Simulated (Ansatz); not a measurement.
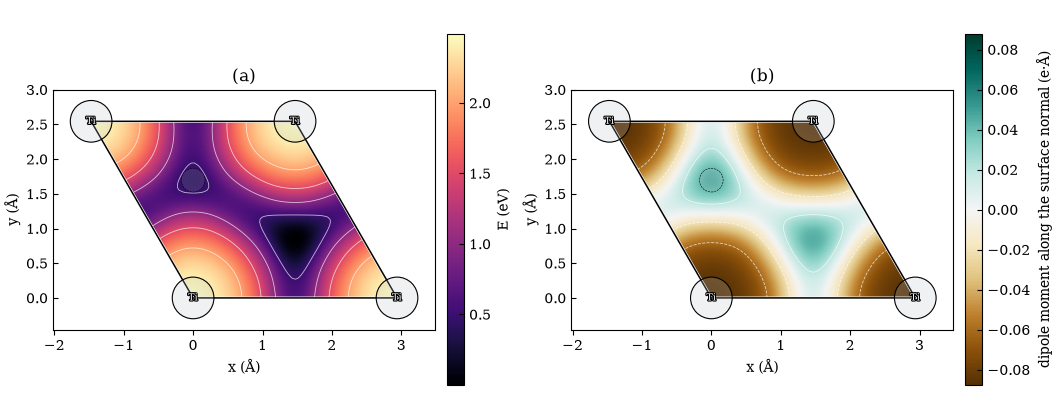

O on a Ti(001) slab cut from the P6_3/mmc phase, its upper half relaxed before the scan (16 atoms of substrate and one adsorbate in a 2 × 2 cell). O is moved over the surface cell; relaxed at each place: the height of the adsorbate's atoms; substrate rigid; the origin of the map has the adsorbate above Ti13. Places are given modulo a cell vector. The map is drawn in real space over the plane of the surface. The scan uses a 6 × 6 grid; 10 points were computed and 26 follow by symmetry. Places are given in fractions of the 1 × 1 surface cell. Energies: eV, counted from the lowest grid point. The runs have no spin polarisation; a magnetic state may lie lower. Theory: DFT PBE, scalar-relativistic, plane waves, PAW (Ansatz 0.2.0). Settings: cutoff 420 eV, k-mesh 6×6×1, gaussian smearing 0.1 eV, no spin polarisation.

Panel (a) is the energy; panel (b) is the computed dipole moment along the surface normal, in e·Å.

In the figure: a smooth colour map with a few white contour lines, labelled circles for the atoms of the top layer and small ones for the second layer, the outline of one cell of the plane. Between grid points the surface is interpolated.

> How does the dipole moment along the surface normal vary over the map, and what is it at the lowest grid point?

It runs from −0.09 e·Å at the top site over a surface Ti atom, (0/6, 0/6) of the cell vectors to 0.05 e·Å at a threefold hollow over a second-layer Ti atom, (2/6, 4/6) of the cell vectors. At the lowest grid point, a threefold hollow, (4/6, 2/6) of the cell vectors, it is 0.04 e·Å.

PAW datasets: the set soft_1.
